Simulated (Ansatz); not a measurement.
# Residual resistivity of an alloy: Nb(100) with 4 layers of random Nb-Au, 2x2, part 2 of 2

Aim: the residual resistivity of a random alloy, from Nb(100) with 4 layers of random Nb-Au, 2x2 and longer regions.

Ansatz 0.2.0; Ansatz plane-wave DFT, PBE, PAW files; ballistic transport by layer matching (Landauer), zero bias; PAW set soft_1.

So far. Step 2 (With 4 alloy layers): Over the solved energies the transmission per spin lies between 3.92 and 4.15, out of 11.0 channels of the lead on average (up to 11.7).

### Step 3. With 8 alloy layers

System of this step: Nb(100) with 8 layers of random Nb-Au, 2x2. The cell holds 72 atoms: 64 Nb and 8 Au. Cell: a = 6.613 Å, b = 6.613 Å, c = 29.757 Å, α = 90.0°, β = 90.0°, γ = 90.0°. It derives from Nb. Regions: lead, 40 atoms (40 Nb); scattering region, 32 atoms (24 Nb and 8 Au). The structure is stacked along c, and the current runs across the ab planes.

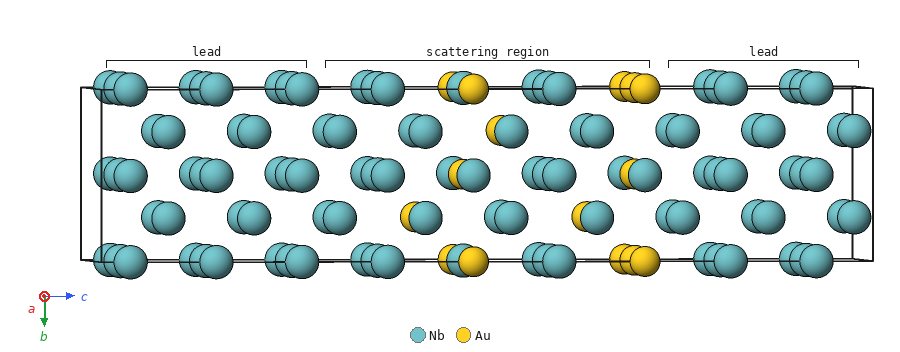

The cell of this step (niobium teal, gold yellow). Some periodic images of atoms are drawn too.

input.yaml

```yaml
crystal:
  lattice:
    - [6.6126, 0.0, 0.0]
    - [0.0, 6.6126, 0.0]
    - [0.0, 0.0, 29.7567]
  atoms:
    - { symbol: Nb, position: [0.0, 0.0, 0.0277777778] }
    - { symbol: Nb, position: [0.0, 0.5, 0.0277777778] }
    - { symbol: Nb, position: [0.5, 0.0, 0.0277777778] }
    - { symbol: Nb, position: [0.5, 0.5, 0.0277777778] }
    - { symbol: Nb, position: [0.25, 0.25, 0.0833333333] }
    - { symbol: Nb, position: [0.25, 0.75, 0.0833333333] }
    - { symbol: Nb, position: [0.75, 0.25, 0.0833333333] }
    - { symbol: Nb, position: [0.75, 0.75, 0.0833333333] }
    - { symbol: Nb, position: [0.0, 0.0, 0.1388888889] }
    - { symbol: Nb, position: [0.0, 0.5, 0.1388888889] }
    - { symbol: Nb, position: [0.5, 0.0, 0.1388888889] }
    - { symbol: Nb, position: [0.5, 0.5, 0.1388888889] }
    - { symbol: Nb, position: [0.25, 0.25, 0.1944444444] }
    - { symbol: Nb, position: [0.25, 0.75, 0.1944444444] }
    - { symbol: Nb, position: [0.75, 0.25, 0.1944444444] }
    - { symbol: Nb, position: [0.75, 0.75, 0.1944444444] }
    - { symbol: Nb, position: [0.0, 0.0, 0.25] }
    - { symbol: Nb, position: [0.0, 0.5, 0.25] }
    - { symbol: Nb, position: [0.5, 0.0, 0.25] }
    - { symbol: Nb, position: [0.5, 0.5, 0.25] }
    - { symbol: Nb, position: [0.25, 0.25, 0.3055555556] }
    - { symbol: Nb, position: [0.25, 0.75, 0.3055555556] }
    - { symbol: Nb, position: [0.75, 0.25, 0.3055555556] }
    - { symbol: Nb, position: [0.75, 0.75, 0.3055555556] }
    - { symbol: Nb, position: [0.0, 0.0, 0.3611111111] }
    - { symbol: Nb, position: [0.0, 0.5, 0.3611111111] }
    - { symbol: Nb, position: [0.5, 0.0, 0.3611111111] }
    - { symbol: Nb, position: [0.5, 0.5, 0.3611111111] }
    - { symbol: Nb, position: [0.25, 0.25, 0.4166666667] }
    - { symbol: Au, position: [0.25, 0.75, 0.4166666667] }
    - { symbol: Nb, position: [0.75, 0.25, 0.4166666667] }
    - { symbol: Nb, position: [0.75, 0.75, 0.4166666667] }
    - { symbol: Au, position: [0.0, 0.0, 0.4722222222] }
    - { symbol: Nb, position: [0.0, 0.5, 0.4722222222] }
    - { symbol: Nb, position: [0.5, 0.0, 0.4722222222] }
    - { symbol: Au, position: [0.5, 0.5, 0.4722222222] }
    - { symbol: Au, position: [0.25, 0.25, 0.5277777778] }
    - { symbol: Nb, position: [0.25, 0.75, 0.5277777778] }
    - { symbol: Nb, position: [0.75, 0.25, 0.5277777778] }
    - { symbol: Nb, position: [0.75, 0.75, 0.5277777778] }
    - { symbol: Nb, position: [0.0, 0.0, 0.5833333333] }
    - { symbol: Nb, position: [0.0, 0.5, 0.5833333333] }
    - { symbol: Nb, position: [0.5, 0.0, 0.5833333333] }
    - { symbol: Nb, position: [0.5, 0.5, 0.5833333333] }
    - { symbol: Nb, position: [0.25, 0.25, 0.6388888889] }
    - { symbol: Au, position: [0.25, 0.75, 0.6388888889] }
    - { symbol: Nb, position: [0.75, 0.25, 0.6388888889] }
    - { symbol: Nb, position: [0.75, 0.75, 0.6388888889] }
    - { symbol: Au, position: [0.0, 0.0, 0.6944444444] }
    - { symbol: Nb, position: [0.0, 0.5, 0.6944444444] }
    - { symbol: Au, position: [0.5, 0.0, 0.6944444444] }
    - { symbol: Au, position: [0.5, 0.5, 0.6944444444] }
    - { symbol: Nb, position: [0.25, 0.25, 0.75] }
    - { symbol: Nb, position: [0.25, 0.75, 0.75] }
    - { symbol: Nb, position: [0.75, 0.25, 0.75] }
    - { symbol: Nb, position: [0.75, 0.75, 0.75] }
    - { symbol: Nb, position: [0.0, 0.0, 0.8055555556] }
    - { symbol: Nb, position: [0.0, 0.5, 0.8055555556] }
    - { symbol: Nb, position: [0.5, 0.0, 0.8055555556] }
    - { symbol: Nb, position: [0.5, 0.5, 0.8055555556] }
    - { symbol: Nb, position: [0.25, 0.25, 0.8611111111] }
    - { symbol: Nb, position: [0.25, 0.75, 0.8611111111] }
    - { symbol: Nb, position: [0.75, 0.25, 0.8611111111] }
    - { symbol: Nb, position: [0.75, 0.75, 0.8611111111] }
    - { symbol: Nb, position: [0.0, 0.0, 0.9166666667] }
    - { symbol: Nb, position: [0.0, 0.5, 0.9166666667] }
    - { symbol: Nb, position: [0.5, 0.0, 0.9166666667] }
    - { symbol: Nb, position: [0.5, 0.5, 0.9166666667] }
    - { symbol: Nb, position: [0.25, 0.25, 0.9722222222] }
    - { symbol: Nb, position: [0.25, 0.75, 0.9722222222] }
    - { symbol: Nb, position: [0.75, 0.25, 0.9722222222] }
    - { symbol: Nb, position: [0.75, 0.75, 0.9722222222] }
kpoints:
  mp_grid: { grid: [4, 4, 1] }
hamiltonian:
  xc: pbe
  pseudopotentials: { kind: paw, azcp: { folder: soft_1 } }
scf:
  occupations: { method: fermi_dirac, width: 0.1 }
output:
  transmission: { leads: [[0, 4]], kmesh: [8, 8], e_range: [-0.05, 0.05], de: 0.05 }
  write_potential: true
  write_density: true
  volumetric_format: npy
```

The run is started by

```
> ansatz run input.yaml --threads 4 --pin off --max-ram 15360MiB --backend cpu --events-out ev --progress --plain --runs-dir out
```

Numbers of over 12 decimals in the logs are rounded to 6 here.

Log:

```text
[...]
Crystal: 72 atoms, lattice volume = 1301.156 Å³
Basis set: ecut = 420 eV, 25467 PW (Γ)
Bands: 591, of which v1, the nominal top of the filled ones, is band 492 counted from 1 (491 counted from 0)
Symmetry: 1 space group operations
[...]
k-points: 10 of 16 (time reversal used)
[...]
SCF iter   1: F=—  HF=-396959.131357 eV  |F-HF|=—  |Δ(HF+E_count)|=         —  Δρ=3.31e-1  dr2=1.66e4  ethr=3.10e-3  ⟨swp⟩=4.3  Hψ=19693  notcnv=0
[...]
SCF iter  12: F=-396560.026898 eV  HF=-396560.026898 eV  |F-HF|=2.00e-8  |Δ(HF+E_count)|=   1.03e-8  Δρ=6.87e-7  dr2=2.30e-8  ethr=1.02e-11  ⟨swp⟩=14.1  Hψ=20756  notcnv=0
SCF 1 converged in 12 iterations: F = -396560.026898 eV  dr2 = 2.30e-8
[...]
transmission: 192 of 1870 steps passed
transmission: 375 of 1870 steps passed
[...]
transmission: 1870 of 1870 steps passed
SCF converged after 12 iterations
Free energy (F): -396560.026898 eV
[...]
Internal energy: -396557.195283 eV  (E = F + TS)
E sigma→0 (E₀):  -396558.611090 eV
Entropy (-TS):   -2.831614 eV (-39.328 meV/atom)
Fermi energy:    18.073248 eV
[...]
--- Band table (eV; the first three rows and the last of 10) ---
  k-point 0: bands = [... 488 lower, 18.4140, 18.4146, 18.4323, 18.4594, 18.4667, 18.4806, 18.5151, 18.5360, ... 95 higher]
  k-point 1: bands = [... 488 lower, 18.2227, 18.2348, 18.2501, 18.2712, 18.2947, 18.3231, 18.3460, 18.3574, ... 95 higher]
  k-point 2: bands = [... 488 lower, 18.0011, 18.0058, 18.0088, 18.0267, 18.0449, 18.0471, 18.0696, 18.0996, ... 95 higher]
  k-point 9: bands = [... 488 lower, 17.4936, 17.5079, 17.5150, 17.5503, 17.5617, 17.5699, 17.5892, 17.5935, ... 95 higher]
--- Transmission ---
  basis      : 385 plane waves across, 55 finite elements along
  points     : 34, standing for a mesh of 8 x 8
[...]
channels       : 1.060938e1 a spin
[...]
junction   : crystal 0 to crystal 0, 2.35 to 30.45 Å
    transmission   : 3.024151e0 a spin
[...]
```

Wall time 33 min (4 threads of Arm Neoverse V1, shared host); peak memory 8.7 GiB.

Numbers from this step:

| Quantity | Value |
| --- | --- |
| free energy | -396560.0269 eV |
| energy at zero smearing | -396558.6111 eV |
| Fermi energy | 18.07 eV |
| transmission per spin nearest the Fermi level | 3.024 |
| open channels per spin nearest the Fermi level | 10.61 |
| step of the lead's potential | 4.3 meV |

Per spin. Table of transmission, zone mean by energy, zero at the Fermi level:

| energy (eV) | transmission, zone mean |
| --- | --- |
| -0.0500 | 3.17 |
| 0.0000 | 3.02 |
| 0.0500 | 2.96 |

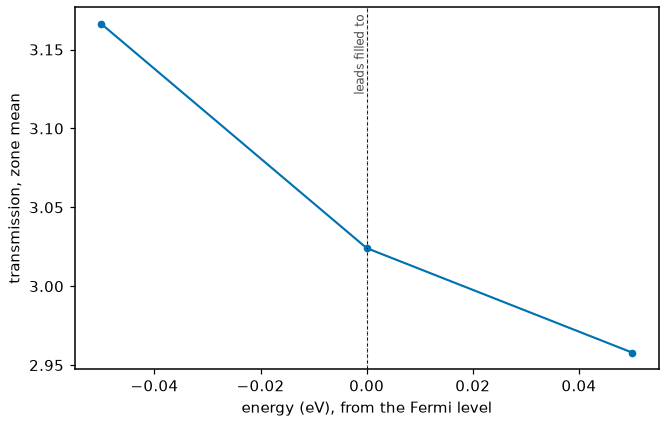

Transmission, zone mean, plotted against energy.

Over the solved energies the transmission per spin lies between 2.96 and 3.17, out of 10.8 channels of the lead on average (up to 11.5).

### Step 4. With 12 alloy layers

System of this step: Nb(100) with 12 layers of random Nb-Au, 2x2. The cell holds 88 atoms: 76 Nb and 12 Au. Its edges and angles: a = 6.613 Å, b = 6.613 Å, c = 36.369 Å, α = 90.0°, β = 90.0°, γ = 90.0°. It derives from Nb. Regions: lead, 40 atoms (40 Nb); scattering region, 48 atoms (36 Nb and 12 Au). The structure is stacked along c, and the current runs across the ab planes.

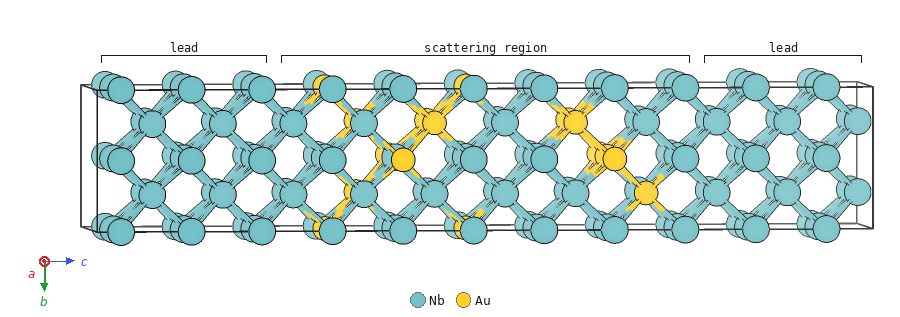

The cell of this step (niobium teal, gold yellow). Some periodic images of atoms are drawn too.

input.yaml

```yaml
crystal:
  lattice:
    - [6.6126, 0.0, 0.0]
    - [0.0, 6.6126, 0.0]
    - [0.0, 0.0, 36.3693]
  atoms:
    - { symbol: Nb, position: [0.0, 0.0, 0.0227272727] }
    - { symbol: Nb, position: [0.0, 0.5, 0.0227272727] }
    - { symbol: Nb, position: [0.5, 0.0, 0.0227272727] }
    - { symbol: Nb, position: [0.5, 0.5, 0.0227272727] }
    - { symbol: Nb, position: [0.25, 0.25, 0.0681818182] }
    - { symbol: Nb, position: [0.25, 0.75, 0.0681818182] }
    - { symbol: Nb, position: [0.75, 0.25, 0.0681818182] }
    - { symbol: Nb, position: [0.75, 0.75, 0.0681818182] }
    - { symbol: Nb, position: [0.0, 0.0, 0.1136363636] }
    - { symbol: Nb, position: [0.0, 0.5, 0.1136363636] }
    - { symbol: Nb, position: [0.5, 0.0, 0.1136363636] }
    - { symbol: Nb, position: [0.5, 0.5, 0.1136363636] }
    - { symbol: Nb, position: [0.25, 0.25, 0.1590909091] }
    - { symbol: Nb, position: [0.25, 0.75, 0.1590909091] }
    - { symbol: Nb, position: [0.75, 0.25, 0.1590909091] }
    - { symbol: Nb, position: [0.75, 0.75, 0.1590909091] }
    - { symbol: Nb, position: [0.0, 0.0, 0.2045454545] }
    - { symbol: Nb, position: [0.0, 0.5, 0.2045454545] }
    - { symbol: Nb, position: [0.5, 0.0, 0.2045454545] }
    - { symbol: Nb, position: [0.5, 0.5, 0.2045454545] }
    - { symbol: Nb, position: [0.25, 0.25, 0.25] }
    - { symbol: Nb, position: [0.25, 0.75, 0.25] }
    - { symbol: Nb, position: [0.75, 0.25, 0.25] }
    - { symbol: Nb, position: [0.75, 0.75, 0.25] }
    - { symbol: Nb, position: [0.0, 0.0, 0.2954545455] }
    - { symbol: Nb, position: [0.0, 0.5, 0.2954545455] }
    - { symbol: Au, position: [0.5, 0.0, 0.2954545455] }
    - { symbol: Nb, position: [0.5, 0.5, 0.2954545455] }
    - { symbol: Au, position: [0.25, 0.25, 0.3409090909] }
    - { symbol: Au, position: [0.25, 0.75, 0.3409090909] }
    - { symbol: Nb, position: [0.75, 0.25, 0.3409090909] }
    - { symbol: Nb, position: [0.75, 0.75, 0.3409090909] }
    - { symbol: Nb, position: [0.0, 0.0, 0.3863636364] }
    - { symbol: Au, position: [0.0, 0.5, 0.3863636364] }
    - { symbol: Nb, position: [0.5, 0.0, 0.3863636364] }
    - { symbol: Nb, position: [0.5, 0.5, 0.3863636364] }
    - { symbol: Au, position: [0.25, 0.25, 0.4318181818] }
    - { symbol: Nb, position: [0.25, 0.75, 0.4318181818] }
    - { symbol: Au, position: [0.75, 0.25, 0.4318181818] }
    - { symbol: Nb, position: [0.75, 0.75, 0.4318181818] }
    - { symbol: Nb, position: [0.0, 0.0, 0.4772727273] }
    - { symbol: Nb, position: [0.0, 0.5, 0.4772727273] }
    - { symbol: Au, position: [0.5, 0.0, 0.4772727273] }
    - { symbol: Nb, position: [0.5, 0.5, 0.4772727273] }
    - { symbol: Nb, position: [0.25, 0.25, 0.5227272727] }
    - { symbol: Nb, position: [0.25, 0.75, 0.5227272727] }
    - { symbol: Nb, position: [0.75, 0.25, 0.5227272727] }
    - { symbol: Nb, position: [0.75, 0.75, 0.5227272727] }
    - { symbol: Nb, position: [0.0, 0.0, 0.5681818182] }
    - { symbol: Nb, position: [0.0, 0.5, 0.5681818182] }
    - { symbol: Nb, position: [0.5, 0.0, 0.5681818182] }
    - { symbol: Nb, position: [0.5, 0.5, 0.5681818182] }
    - { symbol: Au, position: [0.25, 0.25, 0.6136363636] }
    - { symbol: Nb, position: [0.25, 0.75, 0.6136363636] }
    - { symbol: Au, position: [0.75, 0.25, 0.6136363636] }
    - { symbol: Nb, position: [0.75, 0.75, 0.6136363636] }
    - { symbol: Nb, position: [0.0, 0.0, 0.6590909091] }
    - { symbol: Au, position: [0.0, 0.5, 0.6590909091] }
    - { symbol: Nb, position: [0.5, 0.0, 0.6590909091] }
    - { symbol: Au, position: [0.5, 0.5, 0.6590909091] }
    - { symbol: Nb, position: [0.25, 0.25, 0.7045454545] }
    - { symbol: Nb, position: [0.25, 0.75, 0.7045454545] }
    - { symbol: Nb, position: [0.75, 0.25, 0.7045454545] }
    - { symbol: Au, position: [0.75, 0.75, 0.7045454545] }
    - { symbol: Nb, position: [0.0, 0.0, 0.75] }
    - { symbol: Nb, position: [0.0, 0.5, 0.75] }
    - { symbol: Nb, position: [0.5, 0.0, 0.75] }
    - { symbol: Nb, position: [0.5, 0.5, 0.75] }
    - { symbol: Nb, position: [0.25, 0.25, 0.7954545455] }
    - { symbol: Nb, position: [0.25, 0.75, 0.7954545455] }
    - { symbol: Nb, position: [0.75, 0.25, 0.7954545455] }
    - { symbol: Nb, position: [0.75, 0.75, 0.7954545455] }
    - { symbol: Nb, position: [0.0, 0.0, 0.8409090909] }
    - { symbol: Nb, position: [0.0, 0.5, 0.8409090909] }
    - { symbol: Nb, position: [0.5, 0.0, 0.8409090909] }
    - { symbol: Nb, position: [0.5, 0.5, 0.8409090909] }
    - { symbol: Nb, position: [0.25, 0.25, 0.8863636364] }
    - { symbol: Nb, position: [0.25, 0.75, 0.8863636364] }
    - { symbol: Nb, position: [0.75, 0.25, 0.8863636364] }
    - { symbol: Nb, position: [0.75, 0.75, 0.8863636364] }
    - { symbol: Nb, position: [0.0, 0.0, 0.9318181818] }
    - { symbol: Nb, position: [0.0, 0.5, 0.9318181818] }
    - { symbol: Nb, position: [0.5, 0.0, 0.9318181818] }
    - { symbol: Nb, position: [0.5, 0.5, 0.9318181818] }
    - { symbol: Nb, position: [0.25, 0.25, 0.9772727273] }
    - { symbol: Nb, position: [0.25, 0.75, 0.9772727273] }
    - { symbol: Nb, position: [0.75, 0.25, 0.9772727273] }
    - { symbol: Nb, position: [0.75, 0.75, 0.9772727273] }
kpoints:
  mp_grid: { grid: [4, 4, 1] }
hamiltonian:
  xc: pbe
  pseudopotentials: { kind: paw, azcp: { folder: soft_1 } }
scf:
  occupations: { method: fermi_dirac, width: 0.1 }
output:
  transmission: { leads: [[0, 4]], kmesh: [8, 8], e_range: [-0.05, 0.05], de: 0.05 }
  write_potential: true
  write_density: true
  volumetric_format: npy
```

Log:

```text
[...]
Crystal: 88 atoms, lattice volume = 1590.301 Å³
Basis set: ecut = 420 eV, 31009 PW (Γ)
Bands: 730, of which v1, the nominal top of the filled ones, is band 608 counted from 1 (607 counted from 0)
Symmetry: 1 space group operations
[...]
k-points: 10 of 16 (time reversal used)
[...]
SCF iter   1: F=—  HF=-504392.650771 eV  |F-HF|=—  |Δ(HF+E_count)|=         —  Δρ=3.67e-1  dr2=2.75e4  ethr=3.10e-3  ⟨swp⟩=4.6  Hψ=24303  notcnv=0
[...]
SCF iter  13: F=-503793.947757 eV  HF=-503793.947757 eV  |F-HF|=4.31e-9  |Δ(HF+E_count)|=   6.93e-9  Δρ=3.27e-7  dr2=5.53e-9  ethr=8.22e-12  ⟨swp⟩=2.0  Hψ=13418  notcnv=0
SCF 1 converged in 13 iterations: F = -503793.947757 eV  dr2 = 5.53e-9
[...]
transmission: 228 of 2278 steps passed
transmission: 456 of 2278 steps passed
[...]
transmission: 2278 of 2278 steps passed
SCF converged after 13 iterations
Free energy (F): -503793.947757 eV
[...]
Internal energy: -503790.623583 eV  (E = F + TS)
E sigma→0 (E₀):  -503792.285670 eV
Entropy (-TS):   -3.324175 eV (-37.775 meV/atom)
Fermi energy:    18.130351 eV
[...]
--- Band table (eV; the first three rows and the last of 10) ---
  k-point 0: bands = [... 604 lower, 18.4878, 18.5105, 18.5198, 18.5362, 18.5383, 18.5675, 18.5861, 18.6048, ... 118 higher]
  k-point 1: bands = [... 604 lower, 18.2999, 18.3177, 18.3421, 18.3662, 18.3771, 18.4071, 18.4159, 18.4270, ... 118 higher]
  k-point 2: bands = [... 604 lower, 18.0589, 18.0631, 18.0681, 18.0695, 18.0728, 18.0842, 18.1259, 18.1531, ... 118 higher]
  k-point 9: bands = [... 604 lower, 17.5383, 17.5632, 17.5877, 17.5943, 17.6189, 17.6269, 17.6471, 17.6529, ... 118 higher]
--- Transmission ---
  basis      : 385 plane waves across, 67 finite elements along
  points     : 34, standing for a mesh of 8 x 8
[...]
channels       : 1.060938e1 a spin
[...]
junction   : crystal 0 to crystal 0, 0.70 to 35.41 Å
    transmission   : 2.468644e0 a spin
[...]
```

Wall time 55 min (4 threads); peak memory 9.3 GiB; 3.2 h of CPU time.

Numbers from this step:

* free energy: -503793.9478 eV
* energy at zero smearing: -503792.2857 eV
* Fermi energy: 18.13 eV
* transmission per spin nearest the Fermi level: 2.469
* step of the lead's potential: 1.9 meV

Per spin. Transmission, zone mean against energy, zero at the Fermi level:

| energy (eV) | transmission, zone mean |
| --- | --- |
| -0.0500 | 2.55 |
| 0.0000 | 2.47 |
| 0.0500 | 2.47 |

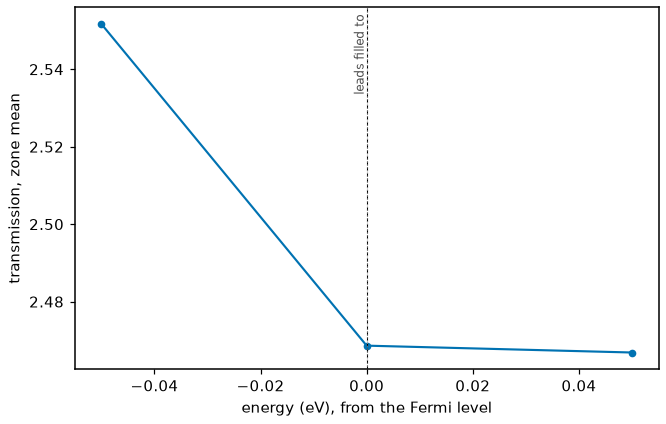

Transmission, zone mean, plotted against energy.

Over the solved energies the transmission per spin lies between 2.47 and 2.55, out of 10.8 channels of the lead on average (up to 11.5).

### Step 5. The fit

This step: Ansatz plane-wave DFT, PBE, PAW files; ballistic transport by layer matching (Landauer), zero bias; residual resistivity from the slope of the area resistance, atoms on the host's lattice; PAW set soft_1 (Ansatz 0.2.0).

Numbers from this step:

| Property | Result |
| --- | --- |
| resistivity | 64.25 µΩ cm |
| intercept | 0.4677 fΩ m² |
| scatter about the fit | 0.006725 fΩ m² |

Resistance, by row:

| run | length (Å) | T | channels N | RA (fΩ m²) |
| --- | --- | --- | --- | --- |
| n4 | 6.613 | 4.026 | 10.98 | 0.8878 |
| n8 | 13.23 | 3.049 | 10.78 | 1.327 |
| n12 | 19.84 | 2.496 | 10.78 | 1.738 |

Area resistance against length of the alloy:

| length of the alloy (Å) | area resistance (fΩ m²) |
| --- | --- |
| 6.61 | 0.888 |
| 13.23 | 1.33 |
| 19.84 | 1.74 |

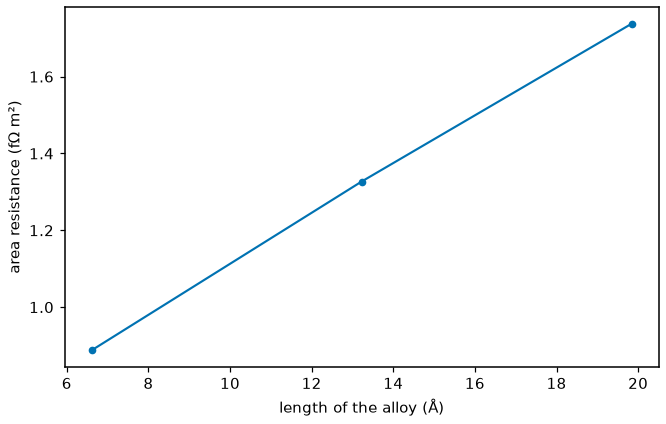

Area resistance against length of the alloy.

The area resistance goes from 0.89 to 1.7 fΩ m² between 6.6 and 19.8 Å, a slope of 64 µΩ cm.

By hand from the end points: (1.738 − 0.8878) fΩ m² / (19.84 − 6.61) Å = 64 µΩ cm, since 1 fΩ m² per Å is 1000 µΩ cm.

### Step 6. Outcome

| Item | Value |
| --- | --- |
| resistivity from the slope | 64.3 µΩ cm |
| area resistance over 6.61 Å | 0.888 fΩ m² |
| area resistance over 13.2 Å | 1.33 fΩ m² |
| area resistance over 19.8 Å | 1.74 fΩ m² |

**Reading.** The slope gives 64 µΩ cm. The points scatter by 0.0067 fΩ m² about the line, with one random draw a length in a 2x2 cell, so the slope is a rough value. The lead's own channel count moves between the runs (11.0, 10.8 and 10.8), which shifts RA and the slope too. Read with a model of isotropic scattering on a spherical Fermi surface and the lead's 1.9×10¹⁵ S/m², this slope means a mean free path near 6.0 Å; over these lengths the model's slope is within 3 % of its bulk resistivity. The atoms sit on the host's lattice, so scattering by size misfit is left out. Spin-orbit coupling is left out, which matters for Au.

[Logs are printed without paths, hosts, clocks, repeated set-up lines and the standing remarks that a program may print on its own settings, such as how far it seeks lower states.]

[Hosts, paths, dates, database ids (printed as entryN), source tags and the programs' standing remarks are cut or masked in the printed files.]
